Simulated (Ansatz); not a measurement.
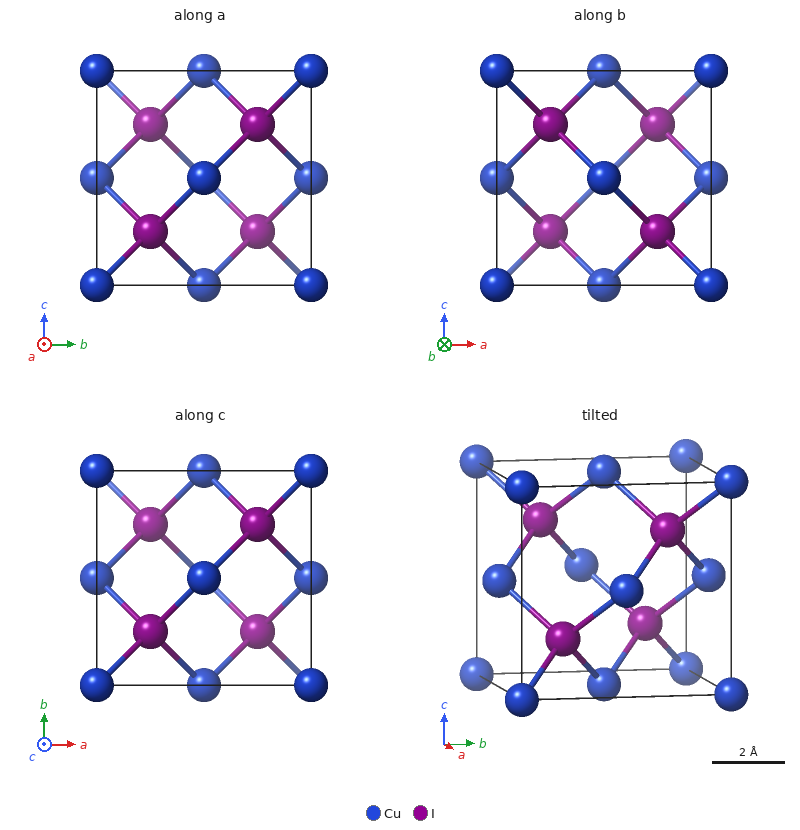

An orthographic ball-and-stick view of the structure, along the a axis, along the b axis, along the c axis and slightly off an axis. The box is the conventional unit cell; atoms on or close to its faces, edges and corners are drawn wherever they repeat.

Lattice parameters: a = 6.0241 Å, b = 6.0241 Å, c = 6.0241 Å, α = 90.000°, β = 90.000°, γ = 90.000°.

> Give the structure in the form of a CIF with its space group and independent sites.

```cif
data_structure
_symmetry_space_group_name_H-M 'F -4 3 m'
_symmetry_Int_Tables_number 216
_cell_length_a 6.0241
_cell_length_b 6.0241
_cell_length_c 6.0241
_cell_angle_alpha 90.000
_cell_angle_beta 90.000
_cell_angle_gamma 90.000
_cell_volume 218.61
loop_
_atom_site_label
_atom_site_type_symbol
_atom_site_symmetry_multiplicity
_atom_site_Wyckoff_symbol
_atom_site_fract_x
_atom_site_fract_y
_atom_site_fract_z
_atom_site_occupancy
Cu1 Cu 4 a 0.0000 0.0000 0.0000 1
I1 I 4 d 0.2500 0.2500 0.7500 1
```

It goes back to a structure type filled with these elements by a generator (whether the compound takes this form wasn't checked). Earlier steps of the study may have refined or changed the cell and positions. A calculation with Ansatz used it as input.
